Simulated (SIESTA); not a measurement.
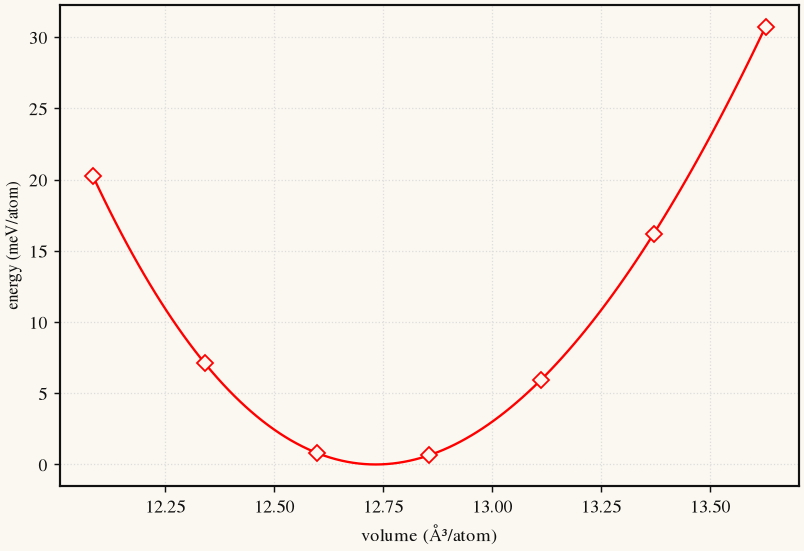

The plot gives the computed energy against volume for BaTiO₃, space group P4mm (No. 99).

Structure:
```cif
data_structure
_symmetry_space_group_name_H-M 'P 1'
_symmetry_Int_Tables_number 1
_cell_length_a 3.9998
_cell_length_b 3.9998
_cell_length_c 4.0180
_cell_angle_alpha 90.000
_cell_angle_beta 90.000
_cell_angle_gamma 90.000
_cell_volume 64.28
loop_
_atom_site_label
_atom_site_type_symbol
_atom_site_fract_x
_atom_site_fract_y
_atom_site_fract_z
_atom_site_occupancy
Ba1 Ba 0.00000 0.00000 0.00000 1
Ti1 Ti 0.50000 0.50000 0.49000 1
O1 O 0.00000 0.50000 0.51700 1
O2 O 0.50000 0.00000 0.51700 1
O3 O 0.50000 0.50000 0.01900 1
```

Method: DFT in numerical atomic orbitals with pseudopotentials, no spin polarisation; energies at scaled volumes of the given cell, shape and fractions fixed, counted from the fit's minimum, third-order Birch-Murnaghan fit (SIESTA 5.4.2). Level: PBEsol.

| setting | value |
| --- | --- |
| k mesh | 5×5×5 |
| occupations | Fermi–Dirac |
| smearing width | 0.05 eV |
| potentials | PseudoDojo 0.4 standard, converted to PSML, two zetas on semicore shells |
| program settings | basis DZP, mesh cutoff 800 Ry |

This calculation gives: equilibrium volume 12.73 Å³/atom and bulk modulus 178 GPa.

Now the level changes from PBEsol to LDA. What happens?

The equilibrium volume falls from 12.73 to 12.41 Å³/atom (−2.5 %) and the bulk modulus rises from 178 to 194 GPa (+9.0 %).

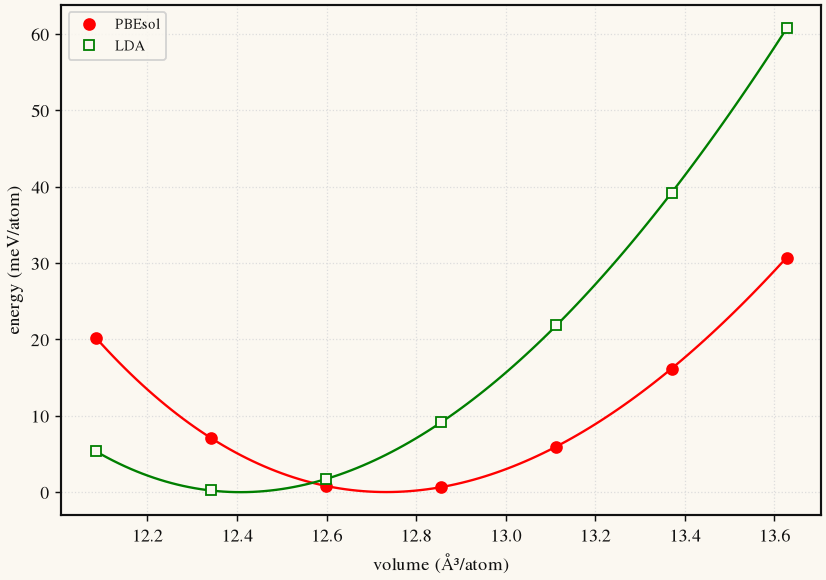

The two results together.

For both, limits of the calculation: mulliken charges of long orbitals; shape and atomic fractions are frozen while scaling, which makes layered, chain and framework solids too stiff.

V0 and the bulk modulus come from third-order Birch–Murnaghan fits.
